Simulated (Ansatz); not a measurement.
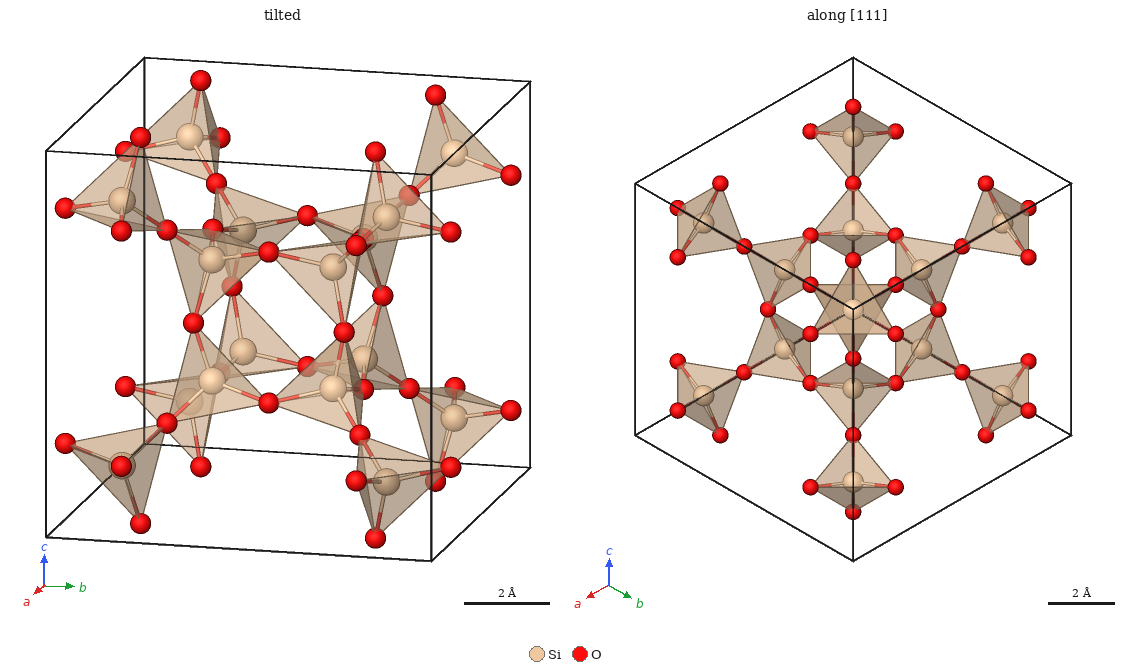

The image is a polyhedral drawing of a crystal, viewed slightly off an axis and along [111]. The conventional unit cell is drawn as a box. Cell: a = 9.472 Å, b = 9.472 Å, c = 9.472 Å, α = 90.00°, β = 90.00°, γ = 90.00°.

Describe the arrangement of the atoms.

- It has the composition SiO₂.
- Its lattice is body-centred cubic, its space group Im-3m (No. 229).
- One cell contains 16 Si, 32 O, 48 atoms in all.
- The polyhedra are SiO4 tetrahedra; they share corners.
- Each Si atom is coordinated by four O in a tetrahedral arrangement at about 1.5 Å. Every O atom has two Si at about 1.5 Å as neighbours.
- The bonds build a three-dimensional framework.

The structure was taken from a structure listed in the Materials Project. The cell was then strained or its atoms displaced on purpose. The atoms were relaxed in a fixed cell with Ansatz 0.2.0, DFT r2SCAN, scalar-relativistic, plane waves, PAW.

At this level of theory the run's own cell isn't at rest (compressed, at 16 GPa), so its distances can differ from those at equilibrium, the more so the softer the solid.
